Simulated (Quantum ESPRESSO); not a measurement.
MoSe$_{3}$: fields calculation (part 2 of 2)

The same run, continued: MoSe$_{3}$ (4 atoms in the cell); Kohn-Sham DFT of a periodic cell, PBE, Ansatz NC SR PBE, no spin polarisation (Quantum ESPRESSO 7.5); cutoff 1170.09 eV, 6×6×6 k-mesh, cold smearing of 0.2 eV. The structure was made by swapping elements on the sites of another compound; it need not be a known phase.

Geometry of the input (Å; fractional positions):
```
4.3895  0.0000  0.0000
0.0000  4.3895  0.0000
0.0000  0.0000  4.4130
Mo 0.0000  0.0000  0.0000
Se 0.0000  0.5000  0.5000
Se 0.5000  0.0000  0.5000
Se 0.5000  0.5000  0.0000
```

**What the program printed, continued**
```
   -48.8298 -36.1528 -36.1521 -36.1518 -36.1511 -36.1510 -36.1505 -36.1479
   -36.1479 -36.1447 -36.1445 -36.1435 -36.1422 -36.1402 -36.1389 -36.1364
   -22.8929 -22.8862 -22.8855  -1.9220  -1.0963   0.2922   7.4372   7.6774
     7.7901   8.8010   9.2818  10.1463  10.6430  11.4255  12.2523  12.3682
    12.4637  13.6139  14.0297  14.3122  17.4877  17.5534  19.1719  20.1212
    20.4795  20.9993

          k = 0.0000-0.5000 0.3316 (  7712 PWs)   bands (ev):

   -48.8298 -36.1521 -36.1519 -36.1515 -36.1510 -36.1510 -36.1509 -36.1484
   -36.1476 -36.1446 -36.1445 -36.1436 -36.1418 -36.1416 -36.1388 -36.1363
   -22.8925 -22.8883 -22.8859  -1.5425  -0.9585  -0.2802   6.3639   7.9349
     8.2712   8.8999   9.2467   9.8078  10.4671  11.4629  12.5233  12.7400
    13.0702  13.4438  14.1450  14.2084  17.3611  17.8772  19.0398  20.2025
    21.5194  21.8579

          k = 0.0000-0.5000-0.4973 (  7716 PWs)   bands (ev):

   -48.8297 -36.1522 -36.1517 -36.1513 -36.1512 -36.1510 -36.1502 -36.1485
   -36.1475 -36.1446 -36.1444 -36.1436 -36.1427 -36.1414 -36.1387 -36.1363
   -22.8924 -22.8897 -22.8857  -1.0353  -0.8848  -0.8792   5.9632   8.1346
     8.7311   8.7501   9.5480   9.5509   9.7945  11.6720  12.2134  12.4430
    13.5250  14.1366  14.1804  14.5791  17.0839  17.3754  19.8366  19.9367
    21.4034  21.5223

          k = 0.1667 0.1667 0.0000 (  7743 PWs)   bands (ev):

   -48.8299 -36.1558 -36.1537 -36.1531 -36.1527 -36.1503 -36.1491 -36.1474
   -36.1458 -36.1447 -36.1441 -36.1434 -36.1403 -36.1402 -36.1386 -36.1364
   -22.8884 -22.8884 -22.8844  -2.7313   0.0001   0.2488   6.9568   7.3510
     8.1173   9.1153   9.9832  10.5623  11.5426  11.8669  12.0540  12.5469
    12.5983  12.8472  13.2014  13.3234  14.4417  19.9985  20.0236  20.1677
    20.4001  20.7417

          k = 0.1667 0.1667 0.1658 (  7720 PWs)   bands (ev):

   -48.8299 -36.1558 -36.1537 -36.1526 -36.1523 -36.1502 -36.1491 -36.1473
   -36.1458 -36.1447 -36.1441 -36.1435 -36.1408 -36.1407 -36.1386 -36.1364
   -22.8883 -22.8882 -22.8858  -2.5866   0.0117   0.0323   6.5436   8.1335
     8.1617   9.0788   9.0836  10.6157  11.5329  11.8668  11.8793  12.0615
    12.8864  12.9004  13.7857  13.7930  14.9317  19.0705  19.7098  20.0418
    20.0452  21.3709

          k = 0.1667 0.1667 0.3316 (  7716 PWs)   bands (ev):

   -48.8298 -36.1557 -36.1534 -36.1514 -36.1512 -36.1502 -36.1492 -36.1471
   -36.1457 -36.1447 -36.1441 -36.1437 -36.1418 -36.1418 -36.1388 -36.1364
   -22.8886 -22.8879 -22.8879  -2.1875  -0.5732   0.0990   6.6035   7.9825
     8.1136   8.6373   9.5470   9.8582  11.0505  12.0168  12.3380  12.3849
    12.7604  13.0415  13.7187  14.3568  16.4314  17.6620  19.6005  20.2834
    20.8116  21.3505

          k = 0.1667 0.1667-0.4973 (  7718 PWs)   bands (ev):

   -48.8298 -36.1557 -36.1533 -36.1508 -36.1504 -36.1504 -36.1493 -36.1471
   -36.1459 -36.1447 -36.1441 -36.1437 -36.1425 -36.1422 -36.1391 -36.1364
   -22.8900 -22.8877 -22.8877  -1.8134  -1.0395   0.1336   7.0906   7.3801
     7.7492   8.6880   9.4868  10.3294  10.8165  12.0622  12.1663  12.1817
    13.1372  13.2917  13.8224  14.2545  16.7147  18.0621  19.2305  20.4077
    20.8527  22.0876

          k = 0.1667 0.3333 0.0000 (  7732 PWs)   bands (ev):

   -48.8299 -36.1543 -36.1529 -36.1527 -36.1512 -36.1510 -36.1491 -36.1482
   -36.1463 -36.1450 -36.1440 -36.1435 -36.1417 -36.1402 -36.1389 -36.1364
   -22.8914 -22.8880 -22.8841  -2.3137  -0.5929   0.2601   7.0889   7.6039
     8.1836   8.7785   9.4693  10.2181  10.7772  11.7658  12.2019  12.3515
    12.7068  13.2343  13.7508  13.9195  15.9872  18.6886  19.7946  20.0356
    20.6201  20.9945

          k = 0.1667 0.3333 0.1658 (  7724 PWs)   bands (ev):

   -48.8298 -36.1543 -36.1529 -36.1523 -36.1513 -36.1509 -36.1491 -36.1483
   -36.1462 -36.1450 -36.1440 -36.1436 -36.1417 -36.1408 -36.1387 -36.1364
   -22.8912 -22.8879 -22.8855  -2.1810  -0.5626   0.0864   6.5990   7.9699
     8.1193   8.6195   9.5522   9.8483  11.0324  12.0145  12.3555  12.3703
    12.7606  13.0533  13.7100  14.3712  16.4593  17.6460  19.5943  20.2922
    20.8171  21.3426

          k = 0.1667 0.3333 0.3316 (  7722 PWs)   bands (ev):

   -48.8298 -36.1542 -36.1527 -36.1514 -36.1513 -36.1507 -36.1491 -36.1485
   -36.1464 -36.1450 -36.1440 -36.1436 -36.1417 -36.1417 -36.1386 -36.1363
   -22.8909 -22.8883 -22.8875  -1.8138  -0.6000  -0.2694   6.4198   7.2303
     8.0859   8.6573   9.4151  10.2192  11.4768  11.9481  12.2312  12.6970
    13.0211  13.1154  13.9547  14.3706  16.1378  18.0471  20.1299  20.2204
    20.9098  21.3727

          k = 0.1667 0.3333-0.4973 (  7724 PWs)   bands (ev):

   -48.8297 -36.1542 -36.1526 -36.1512 -36.1512 -36.1504 -36.1492 -36.1486
   -36.1466 -36.1450 -36.1440 -36.1435 -36.1423 -36.1416 -36.1387 -36.1363
   -22.8907 -22.8897 -22.8874  -1.4534  -0.9177  -0.3263   6.5001   6.9505
     7.7815   8.4348   9.7668  10.4606  11.6160  11.7011  12.4530  12.7147
    13.0906  13.3862  14.0753  14.0898  15.6164  19.4770  19.5050  20.8974
    21.3721  21.8198

          k = 0.1667-0.5000 0.0000 (  7738 PWs)   bands (ev):

   -48.8298 -36.1529 -36.1525 -36.1523 -36.1513 -36.1511 -36.1501 -36.1473
   -36.1469 -36.1452 -36.1441 -36.1436 -36.1425 -36.1402 -36.1391 -36.1364
   -22.8929 -22.8879 -22.8839  -1.9210  -1.0946   0.2947   7.4548   7.6868
     7.7625   8.7621   9.2573  10.1335  10.6891  11.4504  12.2448  12.3691
    12.4709  13.6257  14.0313  14.2888  17.5088  17.5276  19.1463  20.1471
    20.4905  21.0071

          k = 0.1667-0.5000 0.1658 (  7720 PWs)   bands (ev):

   -48.8298 -36.1527 -36.1523 -36.1521 -36.1512 -36.1512 -36.1504 -36.1473
   -36.1472 -36.1451 -36.1440 -36.1436 -36.1422 -36.1408 -36.1388 -36.1364
   -22.8927 -22.8877 -22.8853  -1.7968  -1.0386   0.1224   7.0915   7.3759
     7.7338   8.6720   9.4585  10.3458  10.7994  12.0730  12.1372  12.1908
    13.1214  13.3068  13.8401  14.2701  16.6969  18.0690  19.2684  20.4175
    20.8183  22.0997

          k = 0.1667-0.5000 0.3316 (  7722 PWs)   bands (ev):

   -48.8297 -36.1525 -36.1524 -36.1514 -36.1514 -36.1511 -36.1507 -36.1477
   -36.1472 -36.1451 -36.1439 -36.1435 -36.1417 -36.1416 -36.1386 -36.1363
   -22.8923 -22.8881 -22.8874  -1.4429  -0.9203  -0.3322   6.4959   6.9557
     7.7767   8.4249   9.7518  10.4842  11.6061  11.6922  12.4483  12.7294
    13.0781  13.3761  14.0812  14.1161  15.5921  19.4473  19.5432  20.9339
    21.3439  21.7648

          k = 0.1667-0.5000-0.4973 (  7736 PWs)   bands (ev):

   -48.8297 -36.1525 -36.1524 -36.1514 -36.1514 -36.1511 -36.1503 -36.1479
   -36.1474 -36.1452 -36.1439 -36.1435 -36.1422 -36.1413 -36.1385 -36.1363
   -22.8922 -22.8895 -22.8872  -0.9741  -0.8576  -0.8530   6.1303   7.1237
     7.8496   7.8530  10.5968  10.6142  11.0418  11.7938  12.2529  12.4912
    13.5605  14.0059  14.0365  14.3547  14.8578  19.9610  20.2704  20.3552
    21.6593  21.7465

          k = 0.3333 0.3333 0.0000 (  7723 PWs)   bands (ev):

   -48.8298 -36.1541 -36.1520 -36.1520 -36.1519 -36.1505 -36.1503 -36.1470
   -36.1458 -36.1453 -36.1437 -36.1437 -36.1419 -36.1417 -36.1391 -36.1364
   -22.8910 -22.8910 -22.8837  -1.9242  -0.6206  -0.1863   6.6156   7.8257
     7.9769   9.0543   9.3540   9.8721  10.9365  11.1128  12.1847  13.0867
    13.2277  13.3693  13.8212  13.8370  17.0007  18.5531  18.7044  20.0508
    20.7415  22.3924

          k = 0.3333 0.3333 0.1658 (  7740 PWs)   bands (ev):

   -48.8298 -36.1541 -36.1523 -36.1520 -36.1516 -36.1508 -36.1501 -36.1473
   -36.1459 -36.1454 -36.1437 -36.1437 -36.1418 -36.1417 -36.1388 -36.1364
   -22.8909 -22.8908 -22.8851  -1.8089  -0.5933  -0.2729   6.4125   7.2281
     8.0823   8.6358   9.3863  10.2274  11.4864  11.9337  12.2355  12.6883
    13.0455  13.1266  13.9643  14.3677  16.1106  18.0710  20.1430  20.2313
    20.9038  21.3583

          k = 0.3333 0.3333 0.3316 (  7734 PWs)   bands (ev):

   -48.8297 -36.1541 -36.1523 -36.1521 -36.1515 -36.1509 -36.1502 -36.1477
   -36.1463 -36.1454 -36.1436 -36.1435 -36.1416 -36.1415 -36.1384 -36.1363
   -22.8905 -22.8905 -22.8879  -1.4945  -0.5420  -0.5367   6.1296   7.2780
     7.2874   7.4663  10.7484  10.7840  12.2797  12.2857  12.3245  12.7107
    12.9147  12.9513  14.3550  14.3571  14.4938  19.3978  20.3528  20.7538
    20.7678  22.7484

          k = 0.3333 0.3333-0.4973 (  7760 PWs)   bands (ev):

   -48.8297 -36.1540 -36.1521 -36.1521 -36.1516 -36.1506 -36.1505 -36.1479
   -36.1466 -36.1454 -36.1436 -36.1434 -36.1415 -36.1413 -36.1383 -36.1362
   -22.8903 -22.8903 -22.8893  -1.1805  -0.8397  -0.5076   6.2546   6.7058
     6.9992   7.4468  11.0267  11.4055  12.1265  12.3152  12.5573  12.8929
    13.1980  13.3905  13.4585  13.9069  14.4266  20.5747  20.9769  21.0629
    21.7264  22.0286

          k = 0.3333-0.5000 0.0000 (  7724 PWs)   bands (ev):

   -48.8298 -36.1532 -36.1532 -36.1517 -36.1512 -36.1511 -36.1497 -36.1461
   -36.1460 -36.1455 -36.1438 -36.1436 -36.1427 -36.1418 -36.1393 -36.1364
   -22.8925 -22.8908 -22.8836  -1.5390  -0.9531  -0.2749   6.3653   7.9077
     8.2525   8.8755   9.2158   9.7800  10.4703  11.5076  12.5441  12.7448
    13.1093  13.4524  14.1481  14.1854  17.3068  17.8367  19.0997  20.2154
    21.6101  21.8848

          k = 0.3333-0.5000 0.1658 (  7726 PWs)   bands (ev):

   -48.8297 -36.1532 -36.1532 -36.1519 -36.1512 -36.1511 -36.1499 -36.1464
   -36.1463 -36.1455 -36.1437 -36.1435 -36.1422 -36.1418 -36.1389 -36.1364
   -22.8923 -22.8907 -22.8850  -1.4404  -0.9166  -0.3287   6.4941   6.9424
     7.7696   8.4139   9.7384  10.4451  11.6481  11.6698  12.4588  12.7311
    13.1172  13.3885  14.0761  14.1015  15.5717  19.4888  19.5082  20.9262
    21.3701  21.8380

          k = 0.3333-0.5000 0.3316 (  7738 PWs)   bands (ev):

   -48.8297 -36.1533 -36.1532 -36.1519 -36.1515 -36.1513 -36.1503 -36.1469
   -36.1468 -36.1456 -36.1435 -36.1434 -36.1415 -36.1414 -36.1383 -36.1363
   -22.8920 -22.8903 -22.8877  -1.1730  -0.8409  -0.5100   6.2550   6.7010
     6.9877   7.4510  10.9974  11.4228  12.1110  12.3212  12.5759  12.8653
    13.2208  13.4095  13.4632  13.8977  14.4032  20.5545  20.9881  21.0461
    21.7495  22.1258

          k = 0.3333-0.5000-0.4973 (  7732 PWs)   bands (ev):

   -48.8297 -36.1533 -36.1532 -36.1518 -36.1517 -36.1515 -36.1505 -36.1471
   -36.1470 -36.1456 -36.1435 -36.1433 -36.1413 -36.1411 -36.1381 -36.1362
   -22.8918 -22.8901 -22.8891  -0.8431  -0.8015  -0.7991   6.0561   6.5179
     7.0269   7.0433  11.8135  11.8281  12.1141  12.2711  12.3344  13.0031
    13.1166  13.6345  13.7230  13.7307  13.8413  21.3657  21.4216  21.8107
    21.8645  22.5333

          k =-0.5000-0.5000 0.0000 (  7740 PWs)   bands (ev):

   -48.8297 -36.1536 -36.1536 -36.1513 -36.1511 -36.1511 -36.1491 -36.1456
   -36.1456 -36.1456 -36.1440 -36.1433 -36.1429 -36.1429 -36.1394 -36.1364
   -22.8923 -22.8923 -22.8834  -1.0262  -0.8772  -0.8772   5.9584   8.0879
     8.7254   8.7254   9.5226   9.5226   9.7796  11.7149  12.2290  12.4499
    13.5787  14.1581  14.1581  14.5861  17.0279  17.3116  19.9398  19.9398
    21.5325  21.5325

          k =-0.5000-0.5000 0.1658 (  7752 PWs)   bands (ev):

   -48.8297 -36.1536 -36.1536 -36.1515 -36.1512 -36.1512 -36.1495 -36.1461
   -36.1461 -36.1456 -36.1438 -36.1433 -36.1422 -36.1422 -36.1390 -36.1364
   -22.8921 -22.8921 -22.8848  -0.9668  -0.8518  -0.8518   6.1224   7.1003
     7.8453   7.8453  10.5751  10.5751  11.0110  11.8330  12.2660  12.4923
    13.6129  14.0212  14.0212  14.3693  14.8153  19.8873  20.3538  20.3538
    21.7629  21.7629

          k =-0.5000-0.5000 0.3316 (  7740 PWs)   bands (ev):

   -48.8297 -36.1536 -36.1536 -36.1518 -36.1515 -36.1515 -36.1502 -36.1466
   -36.1466 -36.1457 -36.1434 -36.1433 -36.1413 -36.1413 -36.1383 -36.1362
   -22.8918 -22.8918 -22.8875  -0.8396  -0.7995  -0.7995   6.0498   6.5022
     7.0408   7.0408  11.7978  11.7978  12.1415  12.2796  12.3413  12.9567
    13.0918  13.6834  13.7186  13.7186  13.8741  21.4272  21.4272  21.8512
    21.8512  22.4870

          k =-0.5000-0.5000-0.4973 (  7696 PWs)   bands (ev):

   -48.8296 -36.1536 -36.1536 -36.1520 -36.1517 -36.1517 -36.1506 -36.1468
   -36.1468 -36.1458 -36.1434 -36.1432 -36.1409 -36.1409 -36.1379 -36.1362
   -22.8916 -22.8916 -22.8889  -0.7725  -0.7725  -0.7712   5.6549   6.7293
     6.7503   6.7503  12.3584  12.3779  12.3894  12.3894  12.4010  12.4336
    13.4984  13.4984  13.5489  13.6561  13.7198  21.3275  21.4294  21.4295
    23.2896  23.3162

     the Fermi energy is    12.3817 ev

!    total energy              =    -867.65502924 Ry
     estimated scf accuracy    <          1.7E-10 Ry
     smearing contrib. (-TS)   =      -0.00114620 Ry
     internal energy E=F+TS    =    -867.65388304 Ry

     The total energy is F=E-TS. E is the sum of the following terms:
     one-electron contribution =    -380.42066276 Ry
     hartree contribution      =     209.27009101 Ry
     xc contribution           =    -165.46561103 Ry
     ewald contribution        =    -531.03770026 Ry

     convergence has been achieved in  13 iterations

     Forces acting on atoms (cartesian axes, Ry/au):

     atom    1 type  1   force =     0.00000000    0.00000000    0.00000000
     atom    2 type  2   force =     0.00000000    0.00000000    0.00000000
     atom    3 type  2   force =     0.00000000    0.00000000    0.00000000
     atom    4 type  2   force =     0.00000000    0.00000000    0.00000000

     Total force =     0.000000     Total SCF correction =     0.000000

     Computing stress (Cartesian axis) and pressure

          total   stress  (Ry/bohr**3)                   (kbar)     P=      -98.34
  -0.00067531   0.00000000   0.00000000          -99.34        0.00        0.00
   0.00000000  -0.00067531   0.00000000            0.00      -99.34        0.00
   0.00000000   0.00000000  -0.00065482            0.00        0.00      -96.33

=------------------------------------------------------------------------------=
   JOB DONE.
=------------------------------------------------------------------------------=
```

**File pp_density.out**
```
This program is part of the open-source Quantum ESPRESSO suite
     for quantum simulation of materials; please cite
         "P. Giannozzi et al., J. Phys.:Condens. Matter 21 395502 (2009);
         "P. Giannozzi et al., J. Phys.:Condens. Matter 29 465901 (2017);
         "P. Giannozzi et al., J. Chem. Phys. 152 154105 (2020);
          URL
     in publications or presentations arising from this work. More details at

     ./tmp/pwscf.save/

     IMPORTANT: XC functional enforced from input :
     Exchange-correlation= PBE
                           (   1   4   3   4   0   0   0)
     Any further DFT definition will be discarded
     Please, verify this is what you really want

     G-vector sticks info
     --------------------
     sticks:   dense  smooth     PW     G-vecs:    dense   smooth      PW
     Sum        1885    1885    545                61789    61789    9499

     Using Slab Decomposition

     Calling punch_plot, plot_num =   0
     Writing data to file  density.dat
     Reading data from file  density.dat

     Writing data to be plotted to file density.cube
     Plot Type: 3D                     Output format: Gaussian cube

=------------------------------------------------------------------------------=
   JOB DONE.
=------------------------------------------------------------------------------=
```

**File pp_potential.out**
```
This program is part of the open-source Quantum ESPRESSO suite
     for quantum simulation of materials; please cite
         "P. Giannozzi et al., J. Phys.:Condens. Matter 21 395502 (2009);
         "P. Giannozzi et al., J. Phys.:Condens. Matter 29 465901 (2017);
         "P. Giannozzi et al., J. Chem. Phys. 152 154105 (2020);
          URL
     in publications or presentations arising from this work. More details at

     ./tmp/pwscf.save/

     IMPORTANT: XC functional enforced from input :
     Exchange-correlation= PBE
                           (   1   4   3   4   0   0   0)
     Any further DFT definition will be discarded
     Please, verify this is what you really want

     G-vector sticks info
     --------------------
     sticks:   dense  smooth     PW     G-vecs:    dense   smooth      PW
     Sum        1885    1885    545                61789    61789    9499

     Using Slab Decomposition

     Calling punch_plot, plot_num =  11
     Writing data to file  potential.dat
     Reading data from file  potential.dat

     Writing data to be plotted to file potential.cube
     Plot Type: 3D                     Output format: Gaussian cube

=------------------------------------------------------------------------------=
   JOB DONE.
=------------------------------------------------------------------------------=
```

**File pp_elf.out**
```
This program is part of the open-source Quantum ESPRESSO suite
     for quantum simulation of materials; please cite
         "P. Giannozzi et al., J. Phys.:Condens. Matter 21 395502 (2009);
         "P. Giannozzi et al., J. Phys.:Condens. Matter 29 465901 (2017);
         "P. Giannozzi et al., J. Chem. Phys. 152 154105 (2020);
          URL
     in publications or presentations arising from this work. More details at

     ./tmp/pwscf.save/

     IMPORTANT: XC functional enforced from input :
     Exchange-correlation= PBE
                           (   1   4   3   4   0   0   0)
     Any further DFT definition will be discarded
     Please, verify this is what you really want

     G-vector sticks info
     --------------------
     sticks:   dense  smooth     PW     G-vecs:    dense   smooth      PW
     Sum        1885    1885    545                61789    61789    9499

     Using Slab Decomposition

     Calling punch_plot, plot_num =   8
     Message from routine do_elf_kin:
     elf/kin + US not fully implemented
     Writing data to file  elf.dat
     Reading data from file  elf.dat

     Writing data to be plotted to file elf.cube
     Plot Type: 3D                     Output format: Gaussian cube

=------------------------------------------------------------------------------=
   JOB DONE.
=------------------------------------------------------------------------------=
```

**File pp_potential_ks.out**
```
This program is part of the open-source Quantum ESPRESSO suite
     for quantum simulation of materials; please cite
         "P. Giannozzi et al., J. Phys.:Condens. Matter 21 395502 (2009);
         "P. Giannozzi et al., J. Phys.:Condens. Matter 29 465901 (2017);
         "P. Giannozzi et al., J. Chem. Phys. 152 154105 (2020);
          URL
     in publications or presentations arising from this work. More details at

     ./tmp/pwscf.save/

     IMPORTANT: XC functional enforced from input :
     Exchange-correlation= PBE
                           (   1   4   3   4   0   0   0)
     Any further DFT definition will be discarded
     Please, verify this is what you really want

     G-vector sticks info
     --------------------
     sticks:   dense  smooth     PW     G-vecs:    dense   smooth      PW
     Sum        1885    1885    545                61789    61789    9499

     Using Slab Decomposition

     Calling punch_plot, plot_num =   1
     Writing data to file  potential_ks.dat
     Reading data from file  potential_ks.dat

     Writing data to be plotted to file potential_ks.cube
     Plot Type: 3D                     Output format: Gaussian cube

=------------------------------------------------------------------------------=
   JOB DONE.
=------------------------------------------------------------------------------=
```

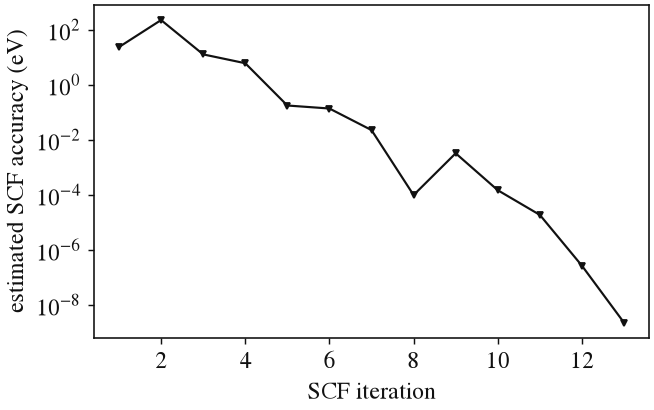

Figure 1. Convergence of the self-consistent field: estimated SCF accuracy against the iteration. The field takes 13 iterations in all.
